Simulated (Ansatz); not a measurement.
**HfSi$_{3}$O$_{8}$: density, localisation and related maps**

Input file:

```
crystal:
  lattice:
    - [3.4443547281, 0.0, 0.0]
    - [0.0, 5.814993982, 0.0]
    - [0.0, 0.0, 5.8223231925]
  atoms:
    - { symbol: Si, position: [0.5, 0.0, 0.5726417265] }
    - { symbol: Si, position: [0.0, 0.7522049473, -0.0568846915] }
    - { symbol: O, position: [0.5, 0.7909183911, 0.3861442451] }
    - { symbol: O, position: [0.0, 0.0, 0.0833717753] }
    - { symbol: O, position: [0.0, 0.0, 0.6618062596] }
    - { symbol: O, position: [0.5, 0.7626621065, 0.8441348258] }
    - { symbol: Hf, position: [0.5, 0.5, 0.530428807] }
    - { symbol: Si, position: [0.0, 0.2477950527, -0.0568846915] }
    - { symbol: O, position: [0.5, 0.2090816089, 0.3861442451] }
    - { symbol: O, position: [0.0, 0.5, 0.1040660737] }
    - { symbol: O, position: [0.0, 0.5, 0.7008965991] }
    - { symbol: O, position: [0.5, 0.2373378935, 0.8441348258] }
kpoints:
  mp_grid: { grid: [8, 4, 4] }
  band_path:
    path:
      - [0.0, 0.0, 0.0]
      - [0.5, 0.0, 0.0]
      - [0.5, 0.5, 0.0]
      - [0.0, 0.5, 0.0]
      - [0.0, 0.0, 0.5]
      - [0.5, 0.0, 0.5]
      - [0.5, 0.5, 0.5]
      - [0.0, 0.5, 0.5]
      - [0.375, 0.0, -0.5]
    npoints: 1
hamiltonian:
  xc: pbe
scf:
  occupations: { method: fixed }
  n_extra_bands: 14
magnetization:
  noncollinear: true
  spin_orbit: true
output:
  forces: true
  stress: true
  eigenvalues: true
  write_density: true
  write_potential: true
  elf: true
  volumetric_format: npy
```

Below, planes, directions and counts refer to the conventional cell (a = 3.44 Å, b = 5.81 Å, c = 5.82 Å, α = 90.00°, β = 90.00°, γ = 90.00°).

Space group Pmm2; a structure from a database of computed crystals, not necessarily the ambient phase; started from the tetragonal host prototype, which need not be the ambient phase; not relaxed (largest force 0.4 eV/Å); computed pressure about 7 GPa in this cell.

Method: DFT, PBE with spin-orbit coupling, plane waves, PAW (Ansatz).

Core electrons are frozen (PAW), and the valence fields are smoothed inside the atomic spheres.

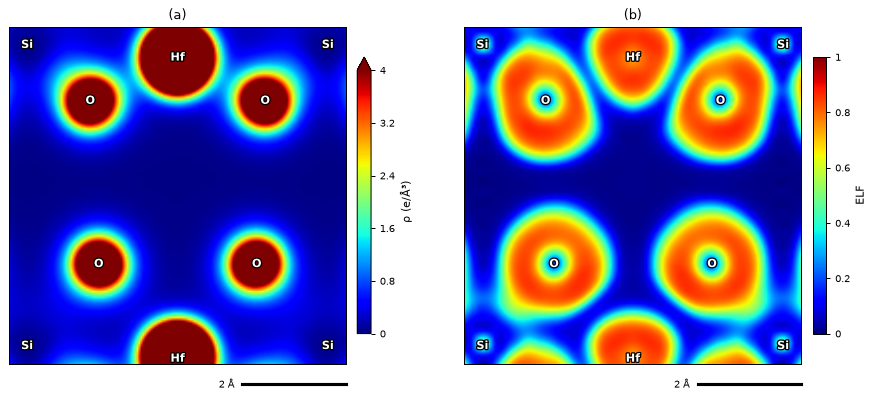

Figure 1. (a) valence charge density (pseudo); (b) ELF on the (100) plane of the conventional cell.

### What do the fields say about this system?

The section cuts through Si, O and Hf sites. Si–O (1.63 Å): ρ at the midpoint is about 1.2 e/Å³; the ELF peaks at about 0.85 between the atoms. Hf–O (1.89 Å): the density is about 1.3 e/Å³ at the midpoint; the ELF peaks at about 0.80 in the valence shell of O, 0.5 Å from its nucleus, and drops to about 0.25 between the two atoms; no localised pair shows between them. Between the atoms the lowest density in this plane is 0.03 e/Å³. The features right at Hf lie inside the PAW spheres, where the map follows smoothed inner orbitals and isn't to be read closely.

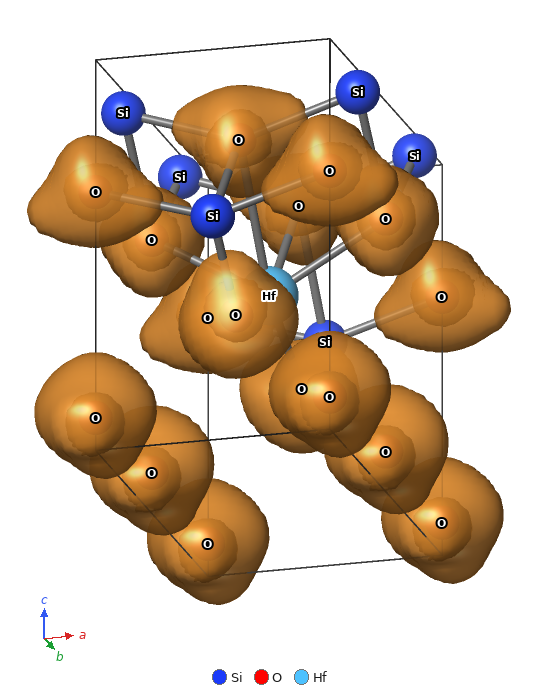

Figure 2. Isosurface of the electron localisation function at 0.75 (orange), seen at an oblique angle. Core shells and regions of very low density are left out. Sticks mark near contacts.

### What do the ELF domains correspond to?

At this value the surface marks out seven regions on O in which the atom's valence shell and bonds are merged and one region wrapped around O (its valence shell), counted in one cell of 12 atoms. Regions shared between cells count once.

### Metal or insulator at this level of theory?

It is gapped, with a Kohn–Sham gap of 3.9 eV on the k-point mesh, an upper bound to the gap of this method.
